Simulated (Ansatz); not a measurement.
System: W, space group Fm-3m (No. 225).

The given structure:
```
W
1.0
     0.00000    2.01850    2.01850
     2.01850    0.00000    2.01850
     2.01850    2.01850    0.00000
W
1
Direct
  0.00000 0.00000 0.00000
```

One of the inputs:
```
crystal:
  lattice:
    - [0.0, 1.9981128006, 1.9981128006]
    - [1.9981128006, 0.0, 1.9981128006]
    - [1.9981128006, 1.9981128006, 0.0]
  atoms:
    - { symbol: W, position: [0.0, 0.0, 0.0] }
basis:
  ecutwfc: 420
kpoints:
  mp_grid: { grid: [18, 18, 18] }
hamiltonian:
  xc: pbe
scf:
  occupations: { method: gaussian, width: 0.1 }
output:
  forces: true
  stress: true
  eigenvalues: true
```

Run as:
```bash
ansatz run input.yaml --threads 1 --pin off --max-ram 2560MiB --backend cpu --events-out ev --progress --plain --runs-dir out
```

Calculation (Ansatz 0.2.0): third-order Birch-Murnaghan fit to density functional energies at scaled volumes of the given relaxed cell, shape and atoms relaxed at each volume; energies count from the fitted minimum; plane waves with PAW datasets, Γ-centred k mesh. Level: PBE, no spin polarisation.

- wave cutoff: 420 eV
- k mesh: 18×18×18
- occupations: Gaussian
- smearing width: 0.1 eV

Predict the energy above the minimum and pressure against volume. The volume takes the values 14.474, 14.968, 15.461, 15.955, 16.448, 16.942, 17.435, 18.093 Å³/atom.

A third-order Birch–Murnaghan fit gives V0 = 16.44 Å³/atom, B0 = 283 GPa and B′ = 4.0. The energy above the minimum is 257.9 meV/atom at volume 14.474 Å³/atom and 124.5 meV/atom at 18.093 Å³/atom; the lowest computed point is at volume 16.448 Å³/atom (0.1 meV/atom). The pressure falls from 46.66 GPa at volume 14.474 Å³/atom to −22.32 GPa at 18.093 Å³/atom, and changes sign near 16.45 Å³/atom. The solid is metallic at every point.

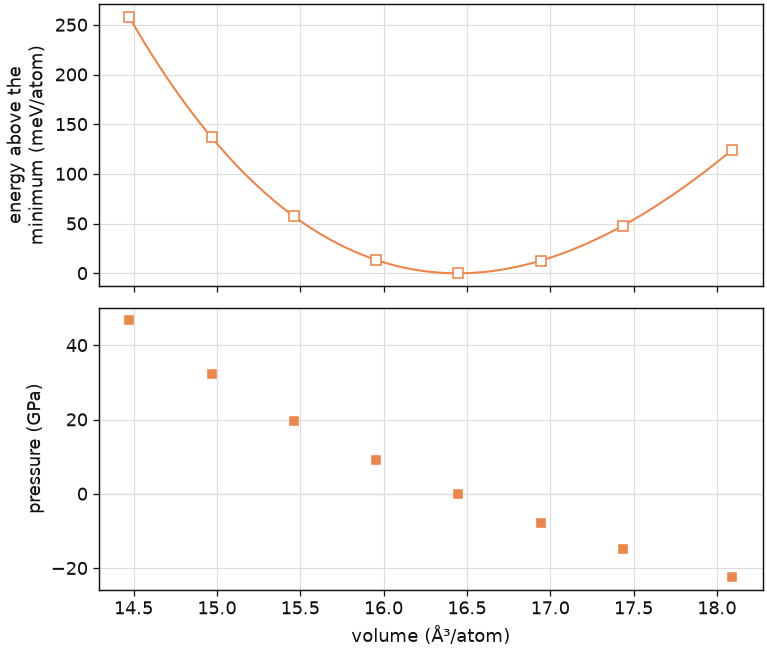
